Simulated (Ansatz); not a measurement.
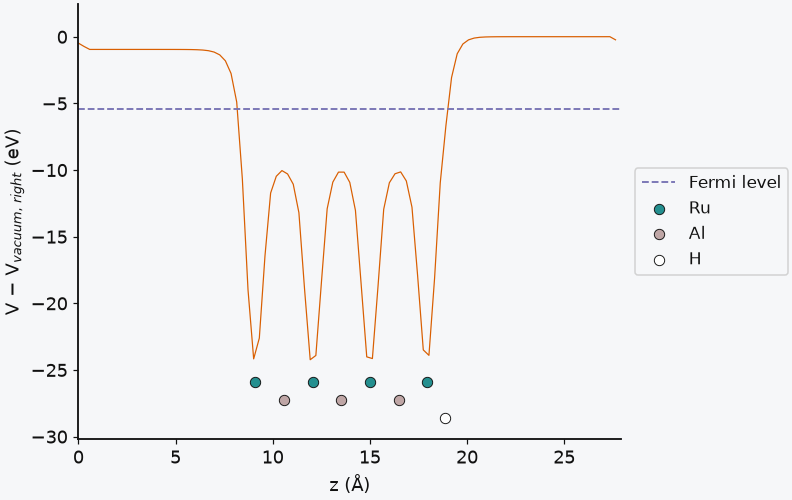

Plane-averaged electrostatic potential energy of an electron across the slab; circles at the bottom mark the heights of the atoms (positions after relaxation).

System: a (100) slab cut from AlRu (Pm-3m), of composition Al₃HRu₄ (not the bulk's), ended by Ru planes, 8 atoms in the cell. Starting structure of the relaxation:

```yaml
crystal:
  lattice:
    - [2.97641, 0.00000, 0.00000]
    - [0.00000, 2.97641, 0.00000]
    - [0.00000, 0.00000, 27.92922]
  atoms:
    - { symbol: Ru, position: [0.50000, 0.50000, 0.30434] }
    - { symbol: Al, position: [0.00000, 0.00000, 0.35763] }
    - { symbol: Ru, position: [0.50000, 0.50000, 0.41091] }
    - { symbol: Al, position: [0.00000, 0.00000, 0.46336] }
    - { symbol: Ru, position: [0.50000, 0.50000, 0.51615] }
    - { symbol: Al, position: [0.00000, 0.00000, 0.56900] }
    - { symbol: Ru, position: [0.50000, 0.50000, 0.61914] }
    - { symbol: H, position: [0.00000, 0.50000, 0.65351] }
```

Level of theory: DFT PBEsol, scalar-relativistic, plane waves, PAW, no spin polarisation, 10×10×1 k mesh, 420 eV cutoff, Gaussian smearing of 0.1 eV; code Ansatz.

> Read off the work function of each face.

The work function is 5.46 eV at the right face and 4.50 eV at the left.

> How thick are slab and vacuum?

The outermost atoms are 9.8 Å apart, which leaves 18.2 Å of vacuum in a cell 27.9 Å high.

> Do the two faces differ, and what does that say about the slab's dipole?

The vacuum level is 0.96 eV higher at the right than at the left, so the slab carries a dipole along its normal; the ramp in the vacuum, at or near the edge of the plot, is the dipole correction that keeps each side flat. Some atoms were held fixed in the relaxation, which can itself make the faces differ.
